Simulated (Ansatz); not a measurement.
Geometry relaxation of Si3N4 (part 1 of 2)

The run: geometry relaxation of Si3N4 (P6₃, 14 atoms in the cell). Method and program: DFT PBE+D3(BJ), scalar-relativistic, plane waves, PAW, no spin polarisation (Ansatz 0.2.0).

The structure derives from an entry of the Crystallography Open Database.

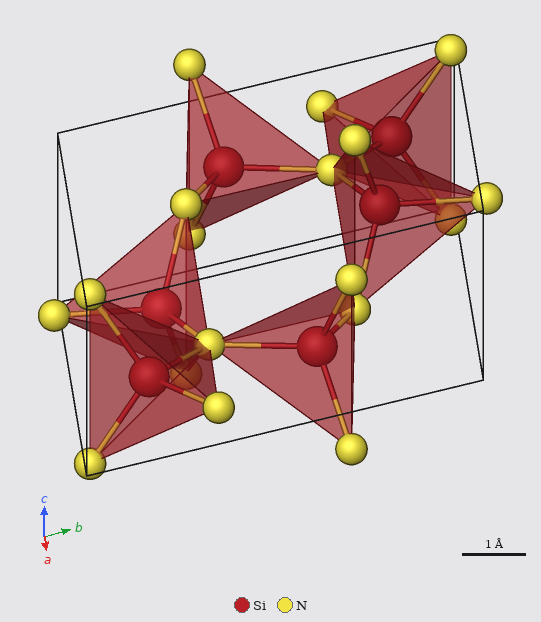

Figure 1. The structure as given in the input (polyhedral view of the cell of the calculation, seen at an oblique angle; polyhedra are completed across the faces of the cell).

## Input
```yaml
crystal:
  lattice:
    - [7.6014990877, 0.0, 0.0]
    - [-3.8007495438, 6.5830913168, 0.0]
    - [0.0, 0.0, 2.9061]
  atoms:
    - { symbol: Si, position: [0.76848, 0.17458, 0.25] }
    - { symbol: Si, position: [0.5939, 0.76848, 0.75] }
    - { symbol: Si, position: [0.82542, 0.5939, 0.25] }
    - { symbol: Si, position: [0.23152, 0.82542, 0.75] }
    - { symbol: Si, position: [0.4061, 0.23152, 0.25] }
    - { symbol: Si, position: [0.17458, 0.4061, 0.75] }
    - { symbol: "N", position: [0.03051, 0.3303, 0.2485] }
    - { symbol: "N", position: [0.70021, 0.03051, 0.7485] }
    - { symbol: "N", position: [0.6697, 0.70021, 0.2485] }
    - { symbol: "N", position: [0.96949, 0.6697, 0.7485] }
    - { symbol: "N", position: [0.29979, 0.96949, 0.2485] }
    - { symbol: "N", position: [0.3303, 0.29979, 0.7485] }
    - { symbol: "N", position: [0.6666666667, 0.3333333333, 0.2469] }
    - { symbol: "N", position: [0.3333333333, 0.6666666667, 0.7469] }
basis:
  ecutwfc: 420
kpoints:
  mp_grid: { grid: [6, 6, 8] }
hamiltonian:
  xc: pbe
  dispersion: d3bj
scf:
  occupations: { method: gaussian, width: 0.02 }
output:
  forces: true
  stress: true
  eigenvalues: true
  write_density: true
  write_potential: true
  elf: true
  volumetric_format: npy
relax:
  adjacent_minimum: "off"
  f_tol: 0.005
  max_steps: 80
  cell: { stress_tol: 0.05 }
```

Run as:
```bash
ansatz run input.yaml --threads 4 --pin off --max-ram 10240MiB --backend cpu --events-out ev --progress --plain --runs-dir out
```

## What the program printed
```
Engine: ansatz 0.2.0, x86_64-unknown-linux-gnu
Pseudopotentials: kind: paw
Pseudopotential: Si, paw, valence charge 4, recommended cutoff 420 eV (normal), Si.paw.azcp
Pseudopotential: N, paw, valence charge 5, recommended cutoff 420 eV (normal), N.paw.azcp
Functional definition: PBE
  parameter kappa = 0.804
  parameter beta = 0.06672455060314922
  exchange = pbe_x(kappa = kappa, mu = beta*pi^2/3)
  correlation = pbe_c(beta = beta)
Crystal: 14 atoms, lattice volume = 145.425 Å³
Basis set: ecut = 420 eV, 2823 PW (Γ), exchange–correlation on 108×108×40 points (8 copies of the dense FFT grid, shifted against one another)
Bands: 46, of which v1, the nominal top of the filled ones, is band 32 counted from 1 (31 counted from 0)
Symmetry: 6 space group operations
Space group: P63 (ITA 173), of the structure as read, at distance tolerance 5.3e-5 Å
k-points: 40 of 288 (time reversal used)
Non-local potential: Si, projectors of the file, l = 0: 2, l = 1: 2, l = 2: 2
Non-local potential: N, projectors of the file, l = 0: 2, l = 1: 2, l = 2: 1
PAW form: soft (Blöchl's): semilocal exchange-correlation on the pseudo side does not see the compensation charge
PAW one-centre angular grid: Si, 110 points (default); XC on 64 Gauss nodes
PAW one-centre angular grid: N, 110 points (default); XC on 64 Gauss nodes
Initial density: superposition of atomic densities (neutral atoms: chi_scale 0, normalization atom), corrected by the library's trained network
Initial wavefunctions: pseudopotential atomic-orbital guess
Functional: x = pbe(κ = 0.804, μ = 0.2195149727645171), c = pbe(β = 0.06672455060314922)
SCF iter   1: F=—  HF=-6905.349271 eV  |F-HF|=—  |Δ(HF+E_count)|=         —  Δρ=1.52e-3  dr2=1.07e-3  ethr=1.77e-3  ⟨swp⟩=7.2  Hψ=9457  notcnv=0  defer=31
preconditioner: auto → Resta (q_TF=auto, 2.379 Å⁻¹)  ε∞=3.9  [insulator: Δε(μ)=4.345 eV  Ē_g=14.365 eV  σ=0.020 eV  W_gap=1.00  n_scr=32 (ndim 8)  ℏωp=24.6 eV  f_vac=0.034  D(μ)=0.00/eV (n_scr^D=0)  ε∞_Penn≈3.9]
SCF iter   2: F=—  HF=-6905.351624 eV  |F-HF|=—  |Δ(HF+E_count)|=   2.35e-3  Δρ=8.46e-4  dr2=4.08e-4  ethr=1.67e-6  ⟨swp⟩=2.9  Hψ=4152  notcnv=0  defer=293
SCF iter   3: F=—  HF=-6905.352436 eV  |F-HF|=—  |Δ(HF+E_count)|=   8.12e-4  Δρ=1.73e-4  dr2=3.20e-5  ethr=6.37e-7  ⟨swp⟩=2.0  Hψ=2945  notcnv=0  defer=293
SCF iter   4: F=—  HF=-6905.352386 eV  |F-HF|=—  |Δ(HF+E_count)|=   5.00e-5  Δρ=5.98e-5  dr2=4.83e-6  ethr=5.00e-8  ⟨swp⟩=2.0  Hψ=2486  notcnv=0  defer=293
SCF iter   5: F=—  HF=-6905.352390 eV  |F-HF|=—  |Δ(HF+E_count)|=   4.39e-6  Δρ=2.70e-5  dr2=1.34e-6  ethr=7.55e-9  ⟨swp⟩=2.0  Hψ=2476  notcnv=0  defer=293
SCF iter   6: F=—  HF=-6905.352391 eV  |F-HF|=—  |Δ(HF+E_count)|=   1.24e-6  Δρ=7.33e-6  dr2=1.02e-7  ethr=2.10e-9  ⟨swp⟩=2.1  Hψ=2676  notcnv=0  defer=293
SCF iter   7: F=-6905.352392 eV  HF=-6905.352392 eV  |F-HF|=2.19e-8  |Δ(HF+E_count)|=   1.47e-7  Δρ=5.98e-6  dr2=4.47e-8  ethr=1.56e-10  ⟨swp⟩=18.3  Hψ=14325  notcnv=0
SCF 1 converged in 7 iterations: F = -6905.352392 eV  dr2 = 4.47e-8
  greatest PAW one-centre occupation: 0.792 electrons in one spin orbital (limit 2), on the N atom at site 13 (counted from 0), in its partial waves of l = 0
relax step   1: F+E_penalty+E_count = -6905.35239155 eV  Δ(F+E_penalty+E_count) = +0.000e0 eV  max|allowed force component| = 1.224e-1 eV/Å  Δτ_max = 0.0000 Å  P = +1.693 GPa  Ω = 145.425 Å³  (7 SCF iters, dr2 threshold 1.00e-7 eV, accepted)
Crystal: 14 atoms, lattice volume = 145.887 Å³
Basis set: ecut = 420 eV, 2859 PW (Γ), exchange–correlation on 108×108×40 points (8 copies of the dense FFT grid, shifted against one another)
Initial density: handed on by an earlier stage of this run
Initial wavefunctions: those handed on with the density
iter 1 solved again at ethr=2.43e-6 eV; its pass at ethr=3.10e-3 eV (dr2=1.56e-3 eV) is discarded
SCF iter   1: F=—  HF=-6905.356572 eV  |F-HF|=—  |Δ(HF+E_count)|=         —  Δρ=9.95e-4  dr2=1.49e-3  ethr=2.43e-6  ⟨swp⟩=3.6  Hψ=6037  notcnv=0  defer=2
preconditioner: auto → Resta (q_TF=auto, 2.378 Å⁻¹)  ε∞=3.9  [insulator: Δε(μ)=4.327 eV  Ē_g=14.329 eV  σ=0.020 eV  W_gap=1.00  n_scr=32 (ndim 8)  ℏωp=24.6 eV  f_vac=0.037  D(μ)=0.00/eV (n_scr^D=0)  ε∞_Penn≈3.9]
SCF iter   2: F=—  HF=-6905.356146 eV  |F-HF|=—  |Δ(HF+E_count)|=   4.26e-4  Δρ=3.28e-4  dr2=1.57e-4  ethr=2.32e-6  ⟨swp⟩=2.1  Hψ=2742  notcnv=0
SCF iter   3: F=—  HF=-6905.356055 eV  |F-HF|=—  |Δ(HF+E_count)|=   9.09e-5  Δρ=1.36e-4  dr2=2.87e-5  ethr=2.46e-7  ⟨swp⟩=2.0  Hψ=2990  notcnv=0
SCF iter   4: F=-6905.356052 eV  HF=-6905.356052 eV  |F-HF|=6.62e-7  |Δ(HF+E_count)|=   3.30e-6  Δρ=2.15e-5  dr2=9.65e-7  ethr=2.19e-9  ⟨swp⟩=14.7  Hψ=16806  notcnv=0
SCF 2 converged in 4 iterations: F = -6905.356052 eV  dr2 = 9.65e-7
relax step   2: F+E_penalty+E_count = -6905.35605228 eV  Δ(F+E_penalty+E_count) = -3.661e-3 eV  max|allowed force component| = 9.050e-2 eV/Å  Δτ_max = 0.0021 Å  P = +0.843 GPa  Ω = 145.887 Å³  energy of the carried Pulay correction = -1.343e-3 eV  (4 SCF iters, dr2 threshold 1.40e-6 eV, accepted)
Crystal: 14 atoms, lattice volume = 146.373 Å³
iter 1 solved again at ethr=2.79e-6 eV; its pass at ethr=3.10e-3 eV (dr2=1.79e-3 eV) is discarded
SCF iter   1: F=—  HF=-6905.357497 eV  |F-HF|=—  |Δ(HF+E_count)|=         —  Δρ=1.09e-3  dr2=1.72e-3  ethr=2.79e-6  ⟨swp⟩=5.0  Hψ=6749  notcnv=0  defer=2
preconditioner: auto → Resta (q_TF=auto, 2.377 Å⁻¹)  ε∞=3.9  [insulator: Δε(μ)=4.320 eV  Ē_g=14.298 eV  σ=0.020 eV  W_gap=1.00  n_scr=32 (ndim 8)  ℏωp=24.6 eV  f_vac=0.037  D(μ)=0.00/eV (n_scr^D=0)  ε∞_Penn≈3.9]
SCF iter   2: F=—  HF=-6905.357002 eV  |F-HF|=—  |Δ(HF+E_count)|=   4.95e-4  Δρ=3.84e-4  dr2=2.07e-4  ethr=2.69e-6  ⟨swp⟩=2.3  Hψ=2841  notcnv=0
SCF iter   3: F=—  HF=-6905.356920 eV  |F-HF|=—  |Δ(HF+E_count)|=   8.22e-5  Δρ=1.52e-4  dr2=3.64e-5  ethr=3.23e-7  ⟨swp⟩=2.0  Hψ=2997  notcnv=0
SCF iter   4: F=—  HF=-6905.356917 eV  |F-HF|=—  |Δ(HF+E_count)|=   2.45e-6  Δρ=2.56e-5  dr2=1.48e-6  ethr=5.68e-8  ⟨swp⟩=2.0  Hψ=3123  notcnv=0
SCF iter   5: F=-6905.356918 eV  HF=-6905.356918 eV  |F-HF|=7.32e-8  |Δ(HF+E_count)|=   1.18e-6  Δρ=1.04e-5  dr2=1.94e-7  ethr=2.19e-9  ⟨swp⟩=16.2  Hψ=15590  notcnv=0
SCF 3 converged in 5 iterations: F = -6905.356918 eV  dr2 = 1.94e-7
  greatest PAW one-centre occupation: 0.791 electrons in one spin orbital (limit 2), on the N atom at site 13 (counted from 0), in its partial waves of l = 0
relax step   3: F+E_penalty+E_count = -6905.35691848 eV  Δ(F+E_penalty+E_count) = -8.662e-4 eV  max|allowed force component| = 2.762e-2 eV/Å  Δτ_max = 0.0029 Å  P = -0.044 GPa  Ω = 146.373 Å³  energy of the carried Pulay correction = -2.748e-3 eV  (5 SCF iters, dr2 threshold 1.40e-6 eV, accepted)
Crystal: 14 atoms, lattice volume = 146.348 Å³
iter 1 solved again at ethr=5.83e-8 eV; its pass at ethr=3.10e-3 eV (dr2=3.73e-5 eV) is discarded
SCF iter   1: F=—  HF=-6905.357146 eV  |F-HF|=—  |Δ(HF+E_count)|=         —  Δρ=1.80e-4  dr2=4.21e-5  ethr=5.83e-8  ⟨swp⟩=3.6  Hψ=7377  notcnv=0
preconditioner: auto → Resta (q_TF=auto, 2.377 Å⁻¹)  ε∞=3.9  [insulator: Δε(μ)=4.329 eV  Ē_g=14.305 eV  σ=0.020 eV  W_gap=1.00  n_scr=32 (ndim 8)  ℏωp=24.6 eV  f_vac=0.037  D(μ)=0.00/eV (n_scr^D=0)  ε∞_Penn≈3.9]
SCF iter   2: F=—  HF=-6905.357098 eV  |F-HF|=—  |Δ(HF+E_count)|=   4.74e-5  Δρ=8.50e-5  dr2=9.49e-6  ethr=5.83e-8  ⟨swp⟩=2.8  Hψ=3006  notcnv=0
SCF iter   3: F=—  HF=-6905.357095 eV  |F-HF|=—  |Δ(HF+E_count)|=   3.20e-6  Δρ=1.68e-5  dr2=3.37e-7  ethr=1.48e-8  ⟨swp⟩=2.6  Hψ=2940  notcnv=0
SCF iter   4: F=-6905.357095 eV  HF=-6905.357095 eV  |F-HF|=3.77e-9  |Δ(HF+E_count)|=   2.87e-8  Δρ=5.66e-6  dr2=3.24e-8  ethr=7.45e-11  ⟨swp⟩=14.7  Hψ=13694  notcnv=0
SCF 4 converged in 4 iterations: F = -6905.357095 eV  dr2 = 3.24e-8
relax step   4: F+E_penalty+E_count = -6905.35709497 eV  Δ(F+E_penalty+E_count) = -1.765e-4 eV  max|allowed force component| = 4.173e-3 eV/Å  Δτ_max = 0.0014 Å  P = -0.005 GPa  Ω = 146.348 Å³  energy of the carried Pulay correction = -2.677e-3 eV  (4 SCF iters, dr2 threshold 4.77e-8 eV, accepted)
Initial wavefunctions: pseudopotential atomic-orbital guess (no wavefunctions were taken with the density)
iter 1 solved again at ethr=2.04e-7 eV; its pass at ethr=3.10e-3 eV (dr2=1.31e-4 eV) is discarded
SCF iter   1: F=—  HF=-6905.359951 eV  |F-HF|=—  |Δ(HF+E_count)|=         —  Δρ=3.68e-5  dr2=2.64e-7  ethr=2.04e-7  ⟨swp⟩=4.6  Hψ=15492  notcnv=0
preconditioner: auto → Resta (q_TF=auto, 2.377 Å⁻¹)  ε∞=3.9  [insulator: Δε(μ)=4.328 eV  Ē_g=14.305 eV  σ=0.020 eV  W_gap=1.00  n_scr=32 (ndim 8)  ℏωp=24.6 eV  f_vac=0.037  D(μ)=0.00/eV (n_scr^D=0)  ε∞_Penn≈3.9]
SCF iter   2: F=—  HF=-6905.359919 eV  |F-HF|=—  |Δ(HF+E_count)|=   3.26e-5  Δρ=1.88e-5  dr2=6.88e-8  ethr=4.12e-10  ⟨swp⟩=2.5  Hψ=3275  notcnv=0
SCF iter   3: F=—  HF=-6905.359919 eV  |F-HF|=—  |Δ(HF+E_count)|=   7.08e-7  Δρ=3.49e-6  dr2=4.74e-9  ethr=1.08e-10  ⟨swp⟩=2.0  Hψ=2940  notcnv=0
SCF iter   4: F=—  HF=-6905.359919 eV  |F-HF|=—  |Δ(HF+E_count)|=   1.51e-8  Δρ=6.06e-7  dr2=4.67e-10  ethr=7.40e-12  ⟨swp⟩=2.0  Hψ=3048  notcnv=0
SCF iter   5: F=-6905.359919 eV  HF=-6905.359919 eV  |F-HF|=7.09e-11  |Δ(HF+E_count)|=  8.55e-11  Δρ=2.93e-7  dr2=8.35e-11  ethr=1.00e-12  ⟨swp⟩=9.5  Hψ=9236  notcnv=0
SCF 5 converged in 5 iterations: F = -6905.359919 eV  dr2 = 8.35e-11
relax step   5: F+E_penalty+E_count = -6905.35991938 eV  Δ(F+E_penalty+E_count) = -2.824e-3 eV  max|allowed force component| = 4.205e-3 eV/Å  Δτ_max = 0.0000 Å  P = +0.029 GPa  Ω = 146.348 Å³  stress off target by 4.09e-2 GPa  SCF on the basis re-selected at this cell (its energy is not comparable with the rows above)  (5 SCF iters)
```

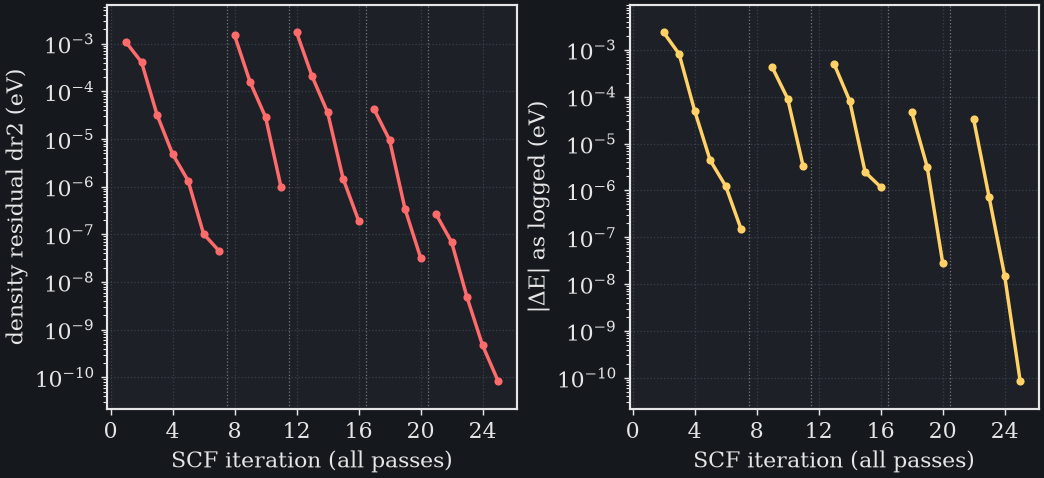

Figure 2. Convergence of the self-consistent field: density residual dr2 and size of the energy change against the SCF iteration. The dotted lines part the SCF passes of the relaxation: geometry steps, rejected trials and re-solves on a re-selected basis. The 5 passes take 4 to 7 iterations each, 25 in all.

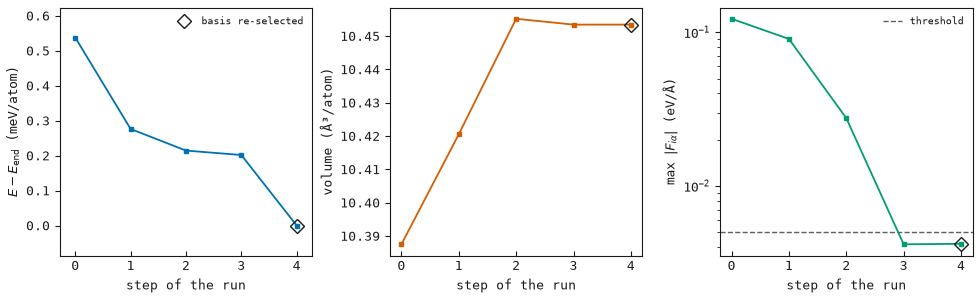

Figure 3. Progress of the relaxation, step by step (the first geometry is step 0 here and step 1 in the log). The energy falls by 0.3 meV per atom in 3 geometry steps. The largest force component goes from 0.12 to 0.0042 eV/Å. Pressure: 1.69 GPa at the start and 0.03 GPa at the end. The largest moves relative to the cell, 0.006 Å, are those of 8 atoms (Si1, Si2, Si3, Si4 and others). By element the largest moves are N 0.006 Å, Si 0.006 Å. The volume changes by +0.6 %, with a = b 7.601 → 7.619 Å (+0.2 %), c 2.906 → 2.911 Å (+0.2 %). Among the contacts that change: Si1–N8 1.732 → 1.739 Å, Si1–N7 1.735 → 1.739 Å. The space group (tolerance 0.01 Å) goes from P6_3 (No. 173) to P6_3/m (No. 176). A last SCF at the same geometry on a re-selected plane-wave basis shifts the energy by −0.2 meV per atom. (Atoms are counted from 1 in the order of the input.)

```
basis re-selected at this cell: Δ(F+E_penalty+E_count) = -2.824e-3 eV, ΔP = +0.034 GPa vs the last step (what re-selecting the basis moved, of the pressure what is left beyond the Pulay correction that the steps carried, after the strain that the cell walked since its last selection, with what the two solves' SCF thresholds leave and, on support functions, any second-order correction that the steps lacked; it is no measure of the basis error at this ecutwfc). This SCF's stress stands 4.09e-2 GPa from its target on what of the cell is left free (relax.cell.stress_tol is 5.00e-2 GPa) and its largest allowed force component is 4.20e-3 eV/Å (relax.f_tol is 5.00e-3 eV/Å): within both
SCF converged after 5 iterations
Free energy (F): -6905.359919 eV
Harris-Foulkes:  -6905.359919 eV  (|F-HF|=7.09e-11)
Internal energy: -6905.359919 eV  (E = F + TS)
E sigma→0 (E₀):  -6905.359919 eV
Fermi energy:    10.377727 eV
--- Per-component energies (eV) ---
  E_band       = 60.734061
  E_kinetic    = 1352.681993
  E_local      = -2156.364610  (includes V_loc(G=0)·N_el)
  E_nonlocal   = 509.772532
  E_hartree    = 720.679217
  E_xc         = -827.290983
  E_vxc        = -912.488169  (∫ρ·V_xc dr)
  E_paw        = -4100.597360  (= ΣΔE_a)
  E_vpaw       = -174.226876  (= ΣTr[D̂ρ^β])
  E_aug_tail   = 0.000834  (compensation charges beyond the density's cutoff)
  E_ewald      = -2400.659805
  E_disp       = -3.581738  (pairwise vdW)
  E_smearing   = -0.000000  (= −TS)
  E_closure    = 0.000000  (closes the sum)
  Σ components = -6905.359919   (vs F -6905.359919, Δ=0.00e0)
```
